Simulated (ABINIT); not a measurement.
# Run report: Sn, positron calculation (part 2 of 2)

The same run, continued: Sn (Fd-3m, 2 atoms in the cell); Kohn-Sham DFT of a periodic cell, LDA, JTH PAW LDA v2.0, no spin polarisation (ABINIT 10.8.3); cutoff 272.11 eV, 5×5×5 k-mesh, Gaussian smearing of 0.2 eV. The structure derives from an entry of the Crystallography Open Database.

Geometry of the input (Å; fractional positions):
```
0.0000  3.2333  3.2333
3.2333  0.0000  3.2333
3.2333  3.2333  0.0000
Sn 0.7500  0.7500  0.7500
Sn 0.5000  0.5000  0.5000
```

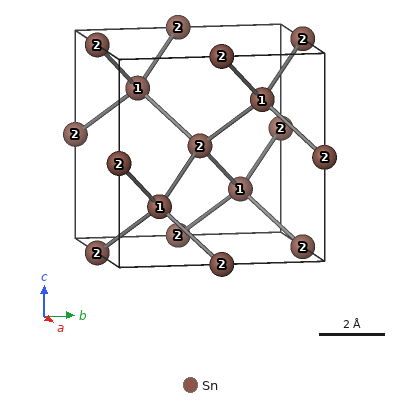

Figure 1. The structure as given in the input (ball-and-stick view of the cell 4 times as large as that of the calculation, set on its symmetry axes, seen slightly off an axis; atoms are numbered from 1 in the order of the input).

## Output, continued
```
 cartesian forces (hartree/bohr) at end:
    1     -0.00000000000000    -0.00000000000000    -0.00000000000000
    2     -0.00000000000000    -0.00000000000000    -0.00000000000000
 frms,max,avg= 0.0000000E+00 0.0000000E+00   0.000E+00  0.000E+00  0.000E+00 h/b

 cartesian forces (eV/Angstrom) at end:
    1     -0.00000000000000    -0.00000000000000    -0.00000000000000
    2     -0.00000000000000    -0.00000000000000    -0.00000000000000
 frms,max,avg= 0.0000000E+00 0.0000000E+00   0.000E+00  0.000E+00  0.000E+00 e/A
 length scales=  8.641032055971  8.641032055971  8.641032055971 bohr
              =  4.572637239600  4.572637239600  4.572637239600 angstroms
 Fermi (or HOMO) energy (hartree) =   0.15321   Average Vxc (hartree)=  -0.33601
 Eigenvalues (hartree) for nkpt=  10  k points:
 kpt#   1, nband= 18, wtk=  0.00800, kpt=  0.0000  0.0000  0.0000 (reduced coord)
  -0.64530   -0.64530   -0.64530   -0.64152   -0.64152   -0.63069   -0.63069   -0.62818
  -0.62818   -0.62818   -0.23578    0.12976    0.16156    0.16156    0.16156    0.23720
   0.23720    0.23720
      occupation numbers for kpt#   1
   2.00000    2.00000    2.00000    2.00000    2.00000    2.00000    2.00000    2.00000
   2.00000    2.00000    2.00000    1.99999    0.10815    0.10815    0.10815    0.00000
   0.00000    0.00000
 prteigrs : prtvol=0 or 1, do not print more k-points.

--- !EnergyTerms
iteration_state     : {dtset: 1, }
comment             : Components of total free energy in Hartree
kinetic             :  2.38311549955173E+01
hartree             :  5.75872409667401E+01
xc                  : -1.36855172764433E+01
Ewald energy        : -8.63984897435207E+01
psp_core            :  3.02813718219405E+00
local_psp           : -1.55662165420302E+02
PAW spherical_terms :  3.16841827795930E+01
internal            : -1.39615456516221E+02
'-kT*entropy'       : -2.59174411915391E-04
total_energy        : -1.39615715690633E+02
total_energy_eV     : -3.79913716566689E+03
...

--- !EnergyTermsDC
iteration_state     : {dtset: 1, }
comment             : '"Double-counting" decomposition of free energy'
band_energy         : -1.28480840218431E+01
Ewald energy        : -8.63984897435207E+01
psp_core            :  3.02813718219405E+00
xc_dc               : -6.20016629984123E+01
PAW spherical_terms :  1.86046503741048E+01
internal            : -1.39615449207477E+02
'-kT*entropy'       : -2.59174411915391E-04
total_energy_dc     : -1.39615708381889E+02
total_energy_dc_eV  : -3.79913696678583E+03
...

--- !EnergyTermsWithPAWCore
iteration_state     : {dtset: 1, }
comment             : 'Components of total free energy, including PAW core contributions'
Total energy        : -1.23439321699940E+04
Total energy DC     : -1.23439321626852E+04
Total energy (eV)   : -3.35895506071897E+05
Total energy DC (eV): -3.35895505873015E+05
...

 Cartesian components of stress tensor (hartree/bohr^3)
  sigma(1 1)=  1.80606158E-03  sigma(3 2)=  0.00000000E+00
  sigma(2 2)=  1.80606158E-03  sigma(3 1)=  0.00000000E+00
  sigma(3 3)=  1.80606158E-03  sigma(2 1)=  0.00000000E+00

-Cartesian components of stress tensor (GPa)         [Pressure= -5.3136E+01 GPa]
- sigma(1 1)=  5.31361661E+01  sigma(3 2)=  0.00000000E+00
- sigma(2 2)=  5.31361661E+01  sigma(3 1)=  0.00000000E+00
- sigma(3 3)=  5.31361661E+01  sigma(2 1)=  0.00000000E+00

================================================================================
== DATASET  2 ==================================================================

--- !DatasetInfo
iteration_state: {dtset: 2, }
dimensions: {natom: 2, nkpt: 1, mband: 1, nsppol: 1, nspinor: 1, nspden: 1, mpw: 351, }
cutoff_energies: {ecut:  10.0, pawecutdg:  20.0, }
electrons: {nelect:   1.00000000E+00, charge:   0.00000000E+00, occopt:   2.00000000E+00, tsmear:   1.00000000E-02, }
meta: {optdriver: 0, ionmov: 0, optcell: 0, iscf: 17, paral_kgb: 0, }
...

 mkfilename : getden/=0, take file _DEN from output of DATASET   1.

 Exchange-correlation functional for the present dataset will be:
  LDA: Perdew-Wang 92 LSD fit to Ceperley-Alder data - ixc=7
  J.P.Perdew and Y.Wang, PRB 45, 13244 (1992)

 Real(R)+Recip(G) space primitive vectors, cartesian coordinates (Bohr,Bohr^-1):
 R(1)=  0.0000000  6.1101324  6.1101324  G(1)= -0.0818313  0.0818313  0.0818313
 R(2)=  6.1101324  0.0000000  6.1101324  G(2)=  0.0818313 -0.0818313  0.0818313
 R(3)=  6.1101324  6.1101324  0.0000000  G(3)=  0.0818313  0.0818313 -0.0818313
 Unit cell volume ucvol=  4.5622791E+02 bohr^3
 Angles (23,13,12)=  6.00000000E+01  6.00000000E+01  6.00000000E+01 degrees

 Coarse grid specifications (used for wave-functions):

 getcut: wavevector=  0.0000  0.0000  0.0000  ngfft=  27  27  27
         ecut(hartree)=     10.000   => boxcut(ratio)=   2.11682

 Fine grid specifications (used for densities):

 getcut: wavevector=  0.0000  0.0000  0.0000  ngfft=  36  36  36
         ecut(hartree)=     20.000   => boxcut(ratio)=   2.06946

--- Pseudopotential description ------------------------------------------------
- pspini: atom type   1  psp file is ./Sn.LDA_PW-JTH.xml
 Pseudopotential format is: paw10
 basis_size (lnmax)=  6 (lmn_size= 18), orbitals=   0   0   1   1   2   2
 Spheres core radius: rc_sph= 2.51086398
 Shapefunction is BESSEL type: shapef(r,l)=aa(1,l)*jl(q(1,l)*r)+aa(2,l)*jl(q(2,l)*r)
 Radius for shape functions =  1.40702157
 Compensation charge density is not taken into account in XC energy/potential

--------------------------------------------------------------------------------

================================================================================

--- !BeginCycle
iteration_state: {dtset: 2, }
solver: {iscf: 17, nstep: 80, nline: 4, wfoptalg: 10, }
tolerances: {toldfe: 1.00E-09, }
...

     iter   Etot(hartree)      deltaE(h)  residm     nres2
 ETOT  1  -139.95286302195    -1.400E+02 6.751E+00 5.584E-02
 ETOT  2  -140.04327362962    -9.041E-02 7.985E-03 5.772E-02
 ETOT  3  -140.04384228668    -5.687E-04 9.062E-04 4.099E-02
 ETOT  4  -140.04393899834    -9.671E-05 1.032E-04 1.755E-04
 ETOT  5  -140.04395567857    -1.668E-05 2.754E-05 2.241E-04
 ETOT  6  -140.04395903062    -3.352E-06 4.843E-06 2.631E-06
 ETOT  7  -140.04395992928    -8.987E-07 1.360E-06 5.022E-07
 ETOT  8  -140.04396013383    -2.045E-07 2.556E-07 1.103E-07
 ETOT  9  -140.04396018049    -4.666E-08 7.076E-08 1.720E-09
 ETOT 10  -140.04396019115    -1.066E-08 1.378E-08 5.042E-09
 ETOT 11  -140.04396019359    -2.441E-09 3.727E-09 4.701E-10
 ETOT 12  -140.04396019415    -5.594E-10 7.499E-10 5.647E-10
 ETOT 13  -140.04396019428    -1.284E-10 1.967E-10 1.867E-10

 At SCF step   13, etot is converged :
  for the second time, diff in etot=  1.284E-10 < toldfe=  1.000E-09

--- !ResultsGS
iteration_state: {dtset: 2, }
comment   : Summary of ground state results
lattice_vectors:
- [  0.0000000,   6.1101324,   6.1101324, ]
- [  6.1101324,   0.0000000,   6.1101324, ]
- [  6.1101324,   6.1101324,   0.0000000, ]
lattice_lengths: [   8.64103,    8.64103,    8.64103, ]
lattice_angles: [ 60.000,  60.000,  60.000, ] # degrees, (23, 13, 12)
lattice_volume:   4.5622791E+02
convergence: {deltae: -1.284E-10, res2:  1.867E-10, residm:  1.967E-10, diffor:  0.000E+00, }
etotal    :  -1.40043960E+02
entropy   :   0.00000000E+00
fermie    :  -4.28251812E-01
cartesian_stress_tensor: null
pressure_GPa: null
xred      :
- [  7.5000E-01,   7.5000E-01,   7.5000E-01, Sn]
- [  5.0000E-01,   5.0000E-01,   5.0000E-01, Sn]
cartesian_forces: null
force_length_stats: {min: null, max: null, mean: null, }
...

 Integrated electronic density in atomic spheres:
 ------------------------------------------------
 Atom  Sphere_radius  Integrated_density
    1        2.51086          0.03262733
    2        2.51086          0.03262733

--------------------------------------------------------------------------------
 Results for electron-positron annihilation:

 # Zero-positron density limit of Arponen and Pajanne fitted by Sterne & Kaiser
   Ref.: P.A. Sterne and J.H. Kaiser, Phys. Rev. B 43, 13892 (1991)
 # Enhancement factor of Sterne & Kaiser
   Ref.: P.A. Sterne and J.H. Kaiser, Phys. Rev. B 43, 13892 (1991)

 Positron lifetime                         (ps)   =  2.72553826E+02
 Positron lifetime with IPM for core elec. (ps)   =  2.72313673E+02
 Annihilation rate                         (ns-1) =  3.66900005E+00
 Annihilation rate with IPM for core elec. (ns-1) =  3.67223573E+00

 Annihilation rate core/valence decomposition:
   Core    contribution to ann.rate          (ns-1) =  4.62718426E-02
   Valence contribution to ann.rate          (ns-1) =  3.62272821E+00
   Core    contribution to ann.rate with IPM (ns-1) =  3.95724921E-02
   Valence contribution to ann.rate with IPM (ns-1) =  3.63266324E+00

 Annihilation rate PAW decomposition:
   Plane-wave contribution to ann.rate          (ns-1) =  3.65247515E+00
   Plane-wave valence contribution to ann.rate  (ns-1) =  3.58836918E+00
   On-site core contribution to ann.rate        (ns-1) = -1.78341250E-02
   On-site valence contribution to ann.rate     (ns-1) =  3.43590271E-02
   Plane-wave contribution to ann.rate with IPM (ns-1) =  3.63045430E+00
   Plane-wave core contrb. to ann.rate with IPM (ns-1) =  3.07872297E-02

      (*) IPM=Independent particle Model

================================================================================

 ----iterations are completed or convergence reached----

 Mean square residual over all n,k,spin=   19.674E-11; max=  19.674E-11
 reduced coordinates (array xred) for    2 atoms
       0.750000000000      0.750000000000      0.750000000000
       0.500000000000      0.500000000000      0.500000000000
 rms dE/dt=  0.0000E+00; max dE/dt=  0.0000E+00; dE/dt below (all hartree)
    1       0.000000000000      0.000000000000      0.000000000000
    2       0.000000000000      0.000000000000      0.000000000000

 cartesian coordinates (angstrom) at end:
    1      4.85001420013321     4.85001420013321     4.85001420013321
    2      3.23334280008881     3.23334280008881     3.23334280008881
 length scales=  8.641032055971  8.641032055971  8.641032055971 bohr
              =  4.572637239600  4.572637239600  4.572637239600 angstroms
 Fermi (or HOMO) energy (hartree) =  -0.42825   Average Vxc (hartree)=  -0.31275
 Eigenvalues (hartree) for nkpt=   1  k points:
 kpt#   1, nband=  1, wtk=  1.00000, kpt=  0.0000  0.0000  0.0000 (reduced coord)
  -0.42825

--- !EnergyTerms
iteration_state     : {dtset: 2, }
comment             : Components of total free energy in Hartree
kinetic             :  6.23392143848471E-02
local_psp           : -1.11291270841463E+00
PAW spherical_terms :  1.48504871828447E-02
positronic          : -1.03572300684694E+00
electronic          : -1.39615708381889E+02
electron_positron_interaction:  6.07465416515671E-01
total_energy        : -1.40043965972220E+02
total_energy_eV     : -3.81079044948911E+03
...

--- !EnergyTermsDC
iteration_state     : {dtset: 2, }
comment             : '"Double-counting" decomposition of free energy'
band_energy         : -4.28251812391457E-01
PAW spherical_terms :  0.00000000000000E+00
electron_positron_dc: -6.07465416516995E-01
positronic          : -1.03571722890844E+00
electronic          : -1.39615708381889E+02
electron_positron_interaction:  6.07465416515671E-01
total_energy_dc     : -1.40043960194282E+02
total_energy_dc_eV  : -3.81079029226339E+03
...

== END DATASET(S) ==============================================================
================================================================================

 -outvars: echo values of variables after computation  --------
            acell      8.6410320560E+00  8.6410320560E+00  8.6410320560E+00 Bohr
           etotal1    -1.3961570838E+02
           etotal2    -1.4004396019E+02
            fcart1    -0.0000000000E+00 -0.0000000000E+00 -0.0000000000E+00
                      -0.0000000000E+00 -0.0000000000E+00 -0.0000000000E+00
            fcart2     9.9999999999E+99  9.9999999999E+99  9.9999999999E+99
                       9.9999999999E+99  9.9999999999E+99  9.9999999999E+99
            rprim      0.0000000000E+00  7.0710678120E-01  7.0710678120E-01
                       7.0710678120E-01  0.0000000000E+00  7.0710678120E-01
                       7.0710678120E-01  7.0710678120E-01  0.0000000000E+00
           strten1     1.8060615779E-03  1.8060615779E-03  1.8060615779E-03
                       0.0000000000E+00  0.0000000000E+00  0.0000000000E+00
           strten2     9.9999999999E+99  9.9999999999E+99  9.9999999999E+99
                       9.9999999999E+99  9.9999999999E+99  9.9999999999E+99
           xangst      4.8500142001E+00  4.8500142001E+00  4.8500142001E+00
                       3.2333428001E+00  3.2333428001E+00  3.2333428001E+00
             xred      7.5000000000E-01  7.5000000000E-01  7.5000000000E-01
                       5.0000000000E-01  5.0000000000E-01  5.0000000000E-01
 Calculation completed.
```

## Key numbers

| quantity | value |
| --- | --- |
| outcome | converged |
| space group (tolerance 0.01 Å) | Fd-3m (227) |
| electrons treated | 28 |
| free energy | −3799.1370 eV |
| positron lifetime (one of the program's estimates) | 272.6 ps |
| Fermi energy | 4.169 eV |
| gap on the k-point mesh | none (metallic) |
| pressure | −53.14 GPa |
| largest force (length of the vector) | under 0.001 eV/Å |
| hardware | 1 thread of Arm Neoverse V1, 24 GiB of memory available, shared host |
| wall time | 6 s |
| peak memory | 0.07 GiB |

Points of doubt noted for this run: PAW basis incomplete for positron. The cell is under a tension of 53 GPa at this level, so it is not at its equilibrium volume.
